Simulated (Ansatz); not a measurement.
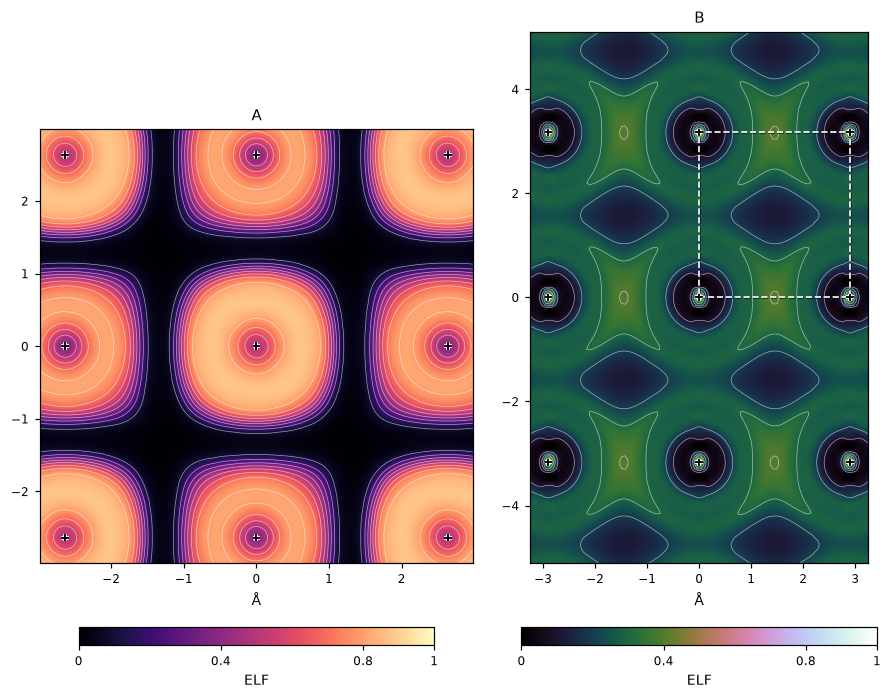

The ELF of 2 systems, each on a plane through atoms (crosses mark nuclei in the plane).

Method: Ansatz, Kohn-Sham DFT of a periodic cell, PBEsol, Ansatz PAW.

System 1: Ga, the (001) plane of the conventional cell. Space group P-1; changed on purpose from its base cell (atoms moved at random by about 0.05 A); computed pressure about −2 GPa in this cell.

```
Ga
1.0
     2.90000    0.00000    0.00000
     0.00000    0.00000   -3.17000
    -1.45000    4.06500    0.00000
Ga
2
Direct
  0.86872 0.75491 0.72891
  0.13128 0.24509 0.27109
```

System 2: KF, the (001) plane of the conventional cell. Space group Fm-3m.

```cif
data_structure
_symmetry_space_group_name_H-M 'P 1'
_symmetry_Int_Tables_number 1
_cell_length_a 5.2715
_cell_length_b 5.2715
_cell_length_c 5.2715
_cell_angle_alpha 90.000
_cell_angle_beta 90.000
_cell_angle_gamma 90.000
_cell_volume 146.49
loop_
_atom_site_label
_atom_site_type_symbol
_atom_site_fract_x
_atom_site_fract_y
_atom_site_fract_z
_atom_site_occupancy
K1 K 0.00000 0.00000 0.00000 1
K2 K 0.50000 0.50000 0.00000 1
K3 K 0.50000 0.00000 0.50000 1
K4 K 0.00000 0.50000 0.50000 1
F1 F 0.50000 0.00000 0.00000 1
F2 F 0.00000 0.50000 0.00000 1
F3 F 0.00000 0.00000 0.50000 1
F4 F 0.50000 0.50000 0.50000 1
```

Which map belongs to which system?

Answer. Panel A is system 2, KF: the plane holds K and F. K–F (2.64 Å): the ELF is about 0.05 at the midpoint (an ionic contact with no shared pair). Panel B is system 1, Ga: the plane holds Ga. Ga–Ga (2.90 Å): the ELF is about 0.40 at the midpoint.
